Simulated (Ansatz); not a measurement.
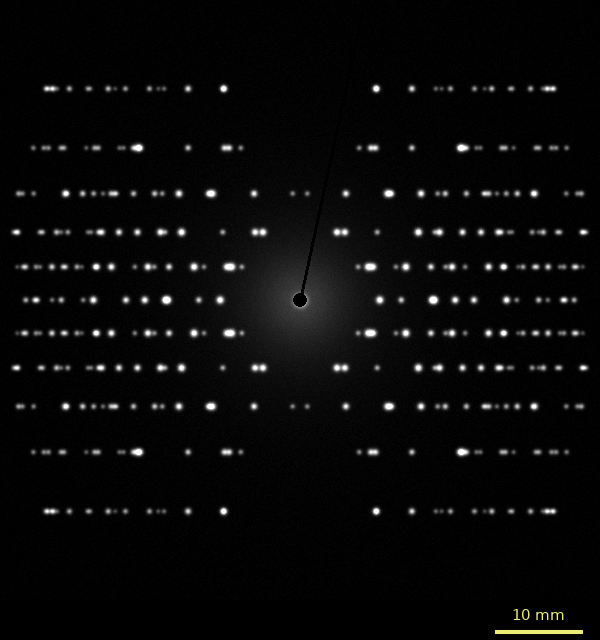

Simulated X-ray rotation photograph: Mo Kα radiation (λ = 0.7107 Å), cylindrical film of radius 30.0 mm unrolled, rotation axis vertical and normal to the beam, kinematic intensities without Lorentz or polarisation factors, the film spanning ±63° about the beam; spots down to d = 0.67 Å.

What lattice repeat along the rotation axis do the layer lines give?

The first layer line lies 3.8 mm from the equator, so tan ν = 0.127, sin ν = 0.126 and the period is λ/sin ν = 5.64 Å. Further lines follow at 7.8, 12.2, 17.5, 24.3 mm.

The crystal is Ge, space group P6/mmm (No. 191), a = 4.91 Å, c = 2.79 Å (hexagonal axes). Structure: the input geometry of an electronic-structure calculation (not necessarily at equilibrium); the starting structure was generated, so it need not be a known form of this composition.

About which axis was it rotated?

About [101] (or an equivalent direction), whose length in the conventional cell is 5.644 Å.
